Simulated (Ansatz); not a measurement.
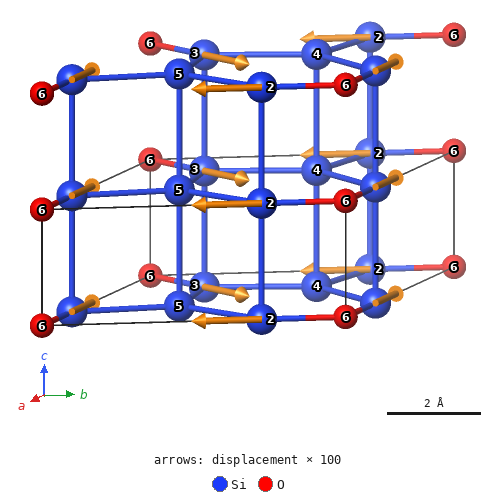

This is a relaxation of solid Si5O (a generated structure, set up in P-62m). The starting structure is drawn; orange arrows show the displacements (the part carried along by the change of the cell is left out), 100 times their true length.

Style: ball-and-stick. Shown: the cell of the calculation, repeated 1 × 1 × 2 with one cell outlined, slightly off an axis.

All numbers below come from Ansatz 0.2.0, DFT PBE, scalar-relativistic, plane waves, PAW.

Input
```yaml
crystal:
  lattice:
    - [6.6839565968, 0.0, 0.0]
    - [-3.3419782984, 5.7884762106, 0.0]
    - [0.0, 0.0, 2.559621225]
  atoms:
    - { symbol: Si, position: [0.7236052957, 0.0, 0.0] }
    - { symbol: Si, position: [0.0, 0.7236052957, 0.0] }
    - { symbol: Si, position: [0.2763947043, 0.2763947043, 0.0] }
    - { symbol: Si, position: [0.3333333333, 0.6666666667, 0.0] }
    - { symbol: Si, position: [0.6666666667, 0.3333333333, 0.0] }
    - { symbol: O, position: [0.0, 0.0, 0.0] }
basis:
  ecutwfc: 420
kpoints:
  mp_grid: { grid: [6, 6, 14] }
hamiltonian:
  xc: pbe
scf:
  occupations: { method: gaussian, width: 0.1 }
output:
  forces: true
  stress: true
  eigenvalues: true
  write_density: true
  write_potential: true
  elf: true
  volumetric_format: npy
relax:
  adjacent_minimum: "off"
  f_tol: 0.01
  max_steps: 80
  cell: { stress_tol: 0.05 }
```

Launched with:
```bash
ansatz run input.yaml --threads 1 --pin off --max-ram 2560MiB --backend cpu --events-out ev --progress --plain --runs-dir out
```

### Atoms of which element are displaced furthest, and by how much?

Silicon: up to 0.016 Å, against 0.000 Å for oxygen.

### What did the optimiser do to the structure, and how much energy did it gain?

After 4 accepted moves (6 points after the start) the energy has fallen by 6.4 meV per atom. The largest force component goes from 0.14 to 0.005 eV/Å. The pressure goes from 0.13 to −0.01 GPa. The SCF was repeated twice at an unchanged geometry on a basis and grid sized afresh for the cell, which shifted the energy by 0.1 meV per atom at most. The largest moves relative to the cell, 0.016 Å, are those of Si1, Si2 and Si3. Si2 goes along −b. O stays in place. Cell: a = b 6.684 → 6.625 Å (−0.9 %), c 2.560 → 2.607 Å (+1.9 %). Volume +0.1 %. Among the contacts that change: Si1–Si1 2.560 → 2.607 Å, Si1–Si4 2.441 → 2.410 Å. The space group stays P-62m (No. 189).

Limits of the set-up: layers or molecules are held without a dispersion correction, so their spacing is unreliable.
